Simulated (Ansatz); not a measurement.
**Ge3N4: density, localisation and related maps**

Input

```
crystal:
  lattice:
    - [0.0, 4.2092214011, 4.2092214011]
    - [4.2092214011, 0.0, 4.2092214011]
    - [4.2092214011, 4.2092214011, 0.0]
  atoms:
    - { symbol: Ge, position: [0.125, 0.125, 0.125] }
    - { symbol: Ge, position: [0.625, 0.125, 0.125] }
    - { symbol: Ge, position: [0.125, 0.125, 0.625] }
    - { symbol: Ge, position: [0.125, 0.625, 0.125] }
    - { symbol: Ge, position: [0.5, 0.5, 0.5] }
    - { symbol: Ge, position: [0.75, 0.75, 0.75] }
    - { symbol: "N", position: [0.8832, 0.8832, 0.8832] }
    - { symbol: "N", position: [0.8996, 0.3668, 0.3668] }
    - { symbol: "N", position: [0.8832, 0.8832, 0.3504] }
    - { symbol: "N", position: [0.3668, 0.8996, 0.3668] }
    - { symbol: "N", position: [0.3504, 0.8832, 0.8832] }
    - { symbol: "N", position: [0.3668, 0.3668, 0.3668] }
    - { symbol: "N", position: [0.8832, 0.3504, 0.8832] }
    - { symbol: "N", position: [0.3668, 0.3668, 0.8996] }
kpoints:
  mp_grid: { grid: [6, 6, 6] }
scf:
  occupations: { method: fermi_dirac, width: 0.02 }
hamiltonian:
  xc: pbe
  pseudopotentials: { kind: paw }
output:
  forces: true
  stress: true
  populations: true
  efg:
    quadrupole_moments_barn: { Ge: -0.196, "N": 0.02044 }
    contact_densities: true
  write_density: true
  write_potential: true
  elf: true
  volumetric_format: npy
relax:
  f_tol: 0.02
  max_steps: 60
```

Run with:

```sh
ansatz run input.yaml --threads 4 --pin off --max-ram 8192MiB --backend cpu --events-out ev --progress --plain --runs-dir out
```

Below, planes, directions and counts refer to the conventional cell (a = 8.42 Å, b = 8.42 Å, c = 8.42 Å, α = 90.00°, β = 90.00°, γ = 90.00°).

The fields are those of the relaxed geometry.

Space group Fd-3m; computed pressure about −7 GPa in this cell.

Method: Ansatz 0.2.0, DFT, PBE, plane-wave PAW, default files, scalar-relativistic.

The density is the valence pseudo-density of a PAW calculation; it isn't the true density close to the nuclei.

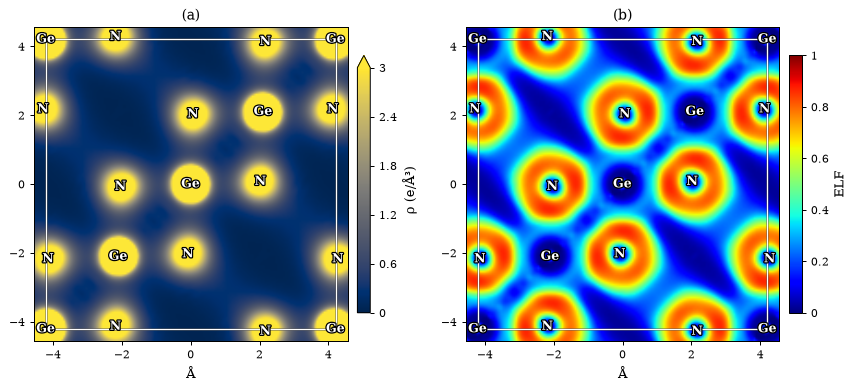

Figure 1. (a) valence charge density (pseudo); (b) ELF on the (010) plane of the conventional cell.

### Describe what can be read from this map.

The plane passes through Ge and N nuclei.
Ge–N (2.03 Å): ρ is about 0.68 e/Å³ halfway; the ELF peaks at about 0.85 in the valence shell of N, 0.7 Å from its nucleus, and is about 0.55 at the midpoint.
Between the atoms the lowest density in this plane is 0.04 e/Å³.

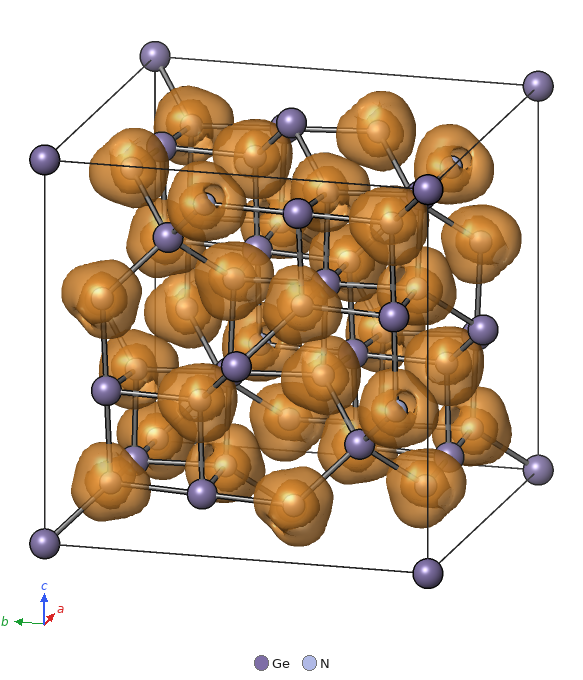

Figure 2. Isosurface of the electron localisation function at 0.75 (orange), seen at an oblique angle. Core shells and regions of very low density are left out. Sticks mark near contacts.

### What do the ELF domains correspond to?

The ELF exceeds this value in 32 regions wrapped around N (the valence shell of each), counted in one cell of 56 atoms. Regions shared between cells count once. Profiles from the grid: Ge–N (1.95 Å): the ELF peaks at about 0.85 in the valence shell of N, 0.7 Å from its nucleus, and is about 0.60 at the midpoint.

### Does the calculation make it a metal, or give it a gap?

It is gapped, with a Kohn–Sham gap of 1.4 eV on the k-point mesh, an upper bound to the gap of this method.
